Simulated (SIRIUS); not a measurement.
System: Ti, space group P6_3/mmc (No. 194).

The given structure:
```xyz
2
Lattice="2.9500 0.0000 0.0000 -1.4750 2.5548 0.0000 0.0000 0.0000 4.6800" Properties=species:S:1:pos:R:3 pbc="T T T"
Ti    1.4750    0.8516    3.5100
Ti    0.0000    1.7032    1.1700
```

Computed with SIRIUS 7.12.0: all-electron LAPW DFT, no spin polarisation; energies at scaled volumes of the given cell, shape and fractions fixed, counted from the fit's minimum, third-order Birch-Murnaghan fit. Level: PBEsol.

k mesh 10×10×6; occupations Fermi–Dirac; smearing width 0.05 eV; potentials all electron FP LAPW; program settings basis apw+lo standard, gk cutoff 3.67 1/bohr, pw cutoff 20 1/bohr.

Describe the result: the energy against volume. The volume takes the values 16.58, 16.93, 17.28, 17.64, 17.99, 18.34, 18.69 Å³/atom.

A third-order Birch–Murnaghan fit gives V0 = 16.73 Å³/atom, B0 = 121 GPa and B′ = 3.9. The energy rises from 0.52 meV/atom at volume 16.58 Å³/atom to 72.51 meV/atom at 18.69 Å³/atom.

| volume (Å³/atom) | energy (meV/atom) |
| --- | --- |
| 16.58 | 0.52 |
| 16.93 | 0.91 |
| 17.28 | 6.54 |
| 17.64 | 17.02 |
| 17.99 | 31.71 |
| 18.34 | 50.39 |
| 18.69 | 72.51 |

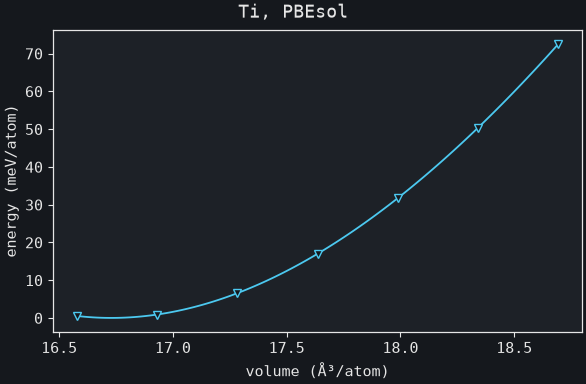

Limits of the calculation: shape and atomic fractions are frozen while scaling, which makes layered, chain and framework solids too stiff.
